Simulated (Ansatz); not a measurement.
Take the following structure.

```cif
data_structure
_symmetry_space_group_name_H-M 'P 1'
_symmetry_Int_Tables_number 1
_cell_length_a 4.2063
_cell_length_b 4.2063
_cell_length_c 4.2063
_cell_angle_alpha 90.000
_cell_angle_beta 90.000
_cell_angle_gamma 90.000
_cell_volume 74.42
loop_
_atom_site_label
_atom_site_type_symbol
_atom_site_fract_x
_atom_site_fract_y
_atom_site_fract_z
_atom_site_occupancy
Ta1 Ta 0.00000 0.00000 0.00000 1
Ta2 Ta 0.00000 0.50000 0.50000 1
Ta3 Ta 0.50000 0.00000 0.50000 1
Ta4 Ta 0.50000 0.50000 0.00000 1
```

Characterise the structure given above.

The element is tantalum. The lattice is face-centred cubic and the space group Fm-3m (No. 225). The arrangement is known as face-centred cubic (Cu type). The cell holds four atoms. Ta is coordinated by twelve Ta in a cuboctahedral arrangement at 2.97 Å. The bonds build a three-dimensional framework.

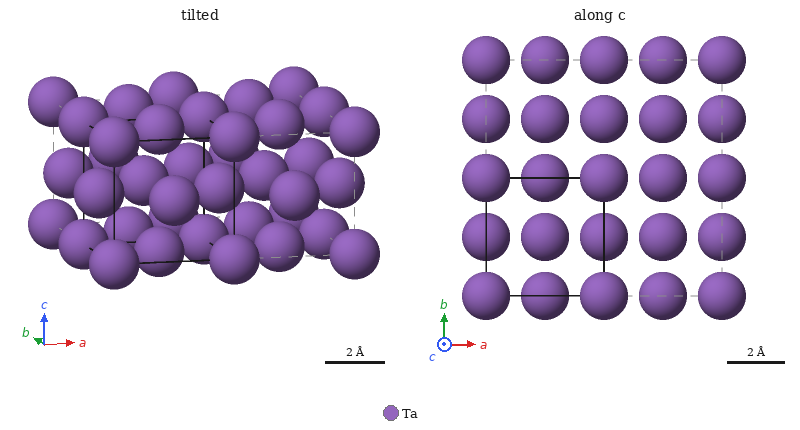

The image is a spheres-only drawing of a crystal, viewed slightly off an axis and along the c axis. The drawing covers 2×2×1 cells, and the solid lines enclose one conventional unit cell.

The structure was taken from a structure listed in the Materials Project. The cell was then strained or its atoms displaced on purpose. A calculation with Ansatz used it as input.
